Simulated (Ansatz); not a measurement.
System: Al₁₈H (slab).

```
CELL_PARAMETERS angstrom
5.70709 0.00000 0.00000
-1.42677 9.70148 0.00000
0.00000 0.00000 20.29037
ATOMIC_POSITIONS crystal
Al 0.26622 0.06489 0.19714
Al 0.76622 0.06489 0.19714
Al 0.33548 0.34192 0.24621
Al 0.83548 0.34192 0.24621
Al 0.14933 0.59733 0.25603
Al 0.64933 0.59733 0.25603
Al 0.46318 0.85274 0.26584
Al 0.96318 0.85274 0.26584
Al 0.03198 0.12771 0.31543
Al 0.53198 0.12771 0.31543
Al 0.09979 0.40422 0.37078
Al 0.59979 0.40422 0.37078
Al 0.41440 0.65967 0.37850
Al 0.91440 0.65967 0.37850
Al 0.22631 0.91108 0.38742
Al 0.72631 0.91108 0.38742
Al 0.29624 0.18141 0.43323
Al 0.79624 0.18141 0.43323
H 0.54624 0.93141 0.45142
```

A point of a scan over the structure, not its minimum; computed without spin polarisation; PAW files of the earlier set (soft_1).

All numbers below come from DFT PBE, scalar-relativistic, plane waves, PAW in Ansatz.

Question: Predict the valence pseudo-density and electron localisation function between the atoms.

Answer: Al–Al (2.89 Å): the density is about 0.2 e/Å³ at the midpoint; the ELF peaks at about 0.70 between the atoms.

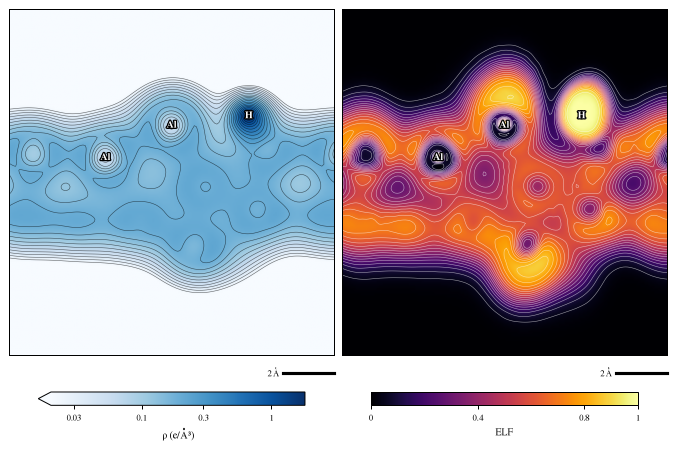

Computed valence pseudo-density and electron localisation function on the (110) plane of the calculation cell, a cut from vacuum to vacuum, in this order. Atoms just off the plane (Al, 0.4 Å away) can leave unmarked features too.

The density is the valence pseudo-density of a PAW calculation; it isn't the true density close to the nuclei.
